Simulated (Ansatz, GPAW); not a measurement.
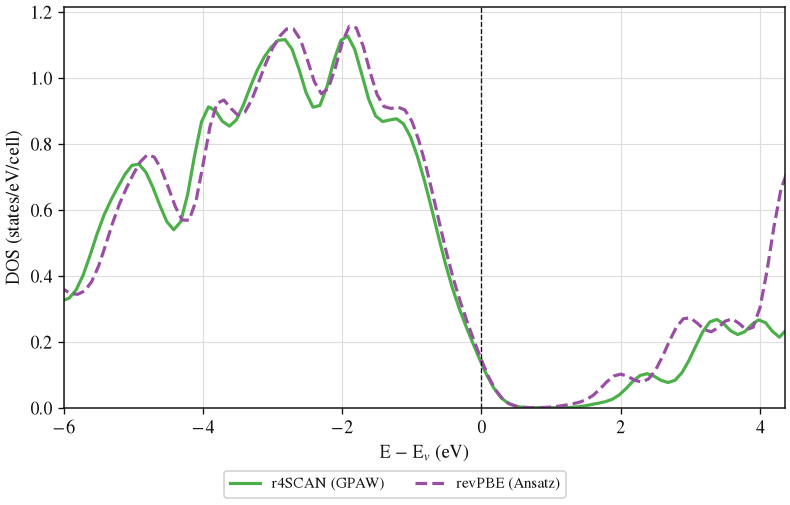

Total densities of states of zincblende SiC, space group F-43m (No. 216), 2 atoms in the primitive cell (cubic a = 4.358 Å), by two methods on the same cell. The DOS curves are built from the levels of the k mesh with Gaussians 0.55 eV wide, which also blur the band edges; ripples of that width can come from the mesh. Each is counted from its own valence-band top.

### What changes from one method to the other?

r4SCAN (GPAW) gives a gap of 1.72 eV and revPBE (Ansatz) gives a gap of 1.36 eV.

Settings. r4SCAN (GPAW): GPAW PAW data sets (gpaw-data 1.2.1), no spin polarisation, no spin-orbit coupling, 10×10×10 k mesh, 800 eV cutoff, Fermi-Dirac smearing of 0.05 eV (GPAW 26.7.0). revPBE (Ansatz): Ansatz PAW, no spin polarisation, no spin-orbit coupling, 10×10×10 k mesh, 420 eV cutoff, Fermi-Dirac smearing of 0.05 eV (Ansatz).

Gaps are the smallest over all k points computed. The two runs differ in program as well. The cell is at 6 GPa in revPBE (Ansatz) and 1 GPa in r4SCAN (GPAW). The PAW data sets were made with another functional. LDA, GGA and most meta-GGA functionals understate gaps.
